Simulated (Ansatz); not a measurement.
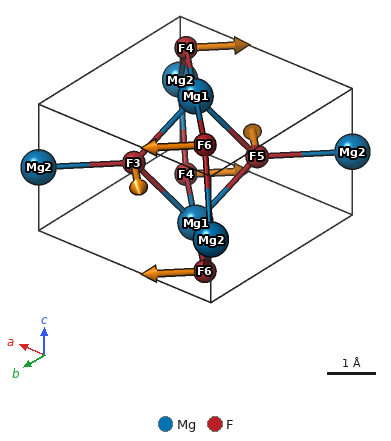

One vibrational mode of crystalline MgF₂ (a generated structure) at the zone centre. The orange arrows are the displacements of the atoms (eigenvector over the root of the mass), of arbitrary overall length and sign. Style: ball-and-stick. Shown: the cell of the calculation, from a free direction.

The calculation used Ansatz, DFT PBE, scalar-relativistic, plane waves, PAW.

Input
```yaml
crystal:
  lattice:
    - [4.6981144437, 0.0, 0.0]
    - [0.0, 4.6981144437, 0.0]
    - [0.0, 0.0, 3.0929100071]
  atoms:
    - { symbol: Mg, position: [0.5, 0.5, 0.0] }
    - { symbol: Mg, position: [0.0, 0.0, 0.5] }
    - { symbol: F, position: [0.6964349804, 0.6964349804, 0.5] }
    - { symbol: F, position: [0.8035650196, 0.1964349804, 0.0] }
    - { symbol: F, position: [0.3035650196, 0.3035650196, 0.5] }
    - { symbol: F, position: [0.1964349804, 0.8035650196, 0.0] }
basis:
  ecutwfc: 420
kpoints:
  mp_grid: { grid: [6, 6, 8] }
hamiltonian:
  xc: pbe
scf:
  occupations: { method: fixed }
output:
  eigenvalues: true
phonons:
  method: dfpt
  dielectric: true
  rigid_motions: translations
  eigenvectors: true
  qmesh: [2, 2, 2]
  temperatures: { t_max: 1000, t_step: 100 }
  qpath:
    path:
      - [[0.0, 0.0, 0.0], [0.0, 0.5, 0.0], [0.5, 0.5, 0.0], [0.0, 0.0, 0.0], [0.0, 0.0, 0.5], [0.0, 0.5, 0.5], [0.5, 0.5, 0.5], [0.0, 0.0, 0.5]]
      - [[0.0, 0.5, 0.0], [0.0, 0.5, 0.5]]
      - [[0.5, 0.5, 0.0], [0.5, 0.5, 0.5]]
    npoints: 8
```

Command:
```bash
ansatz run input.yaml --threads 1 --pin off --max-ram 2560MiB --backend cpu --events-out ev --progress --plain --runs-dir out
```

Frequencies are those without the non-analytic (LO–TO) term.

### What mode is this, and where does it lie in the spectrum?

This is the A₂g mode at 35.9 meV, optical level 5 of 11, counted from below, silent by symmetry (neither infrared- nor Raman-active). The Mg atoms stay at rest; atoms of one kind move against one another, with no net shift of their sublattice; the F–Mg bond lengths don't change to first order, so for these it is a bending, tilting or sliding motion.
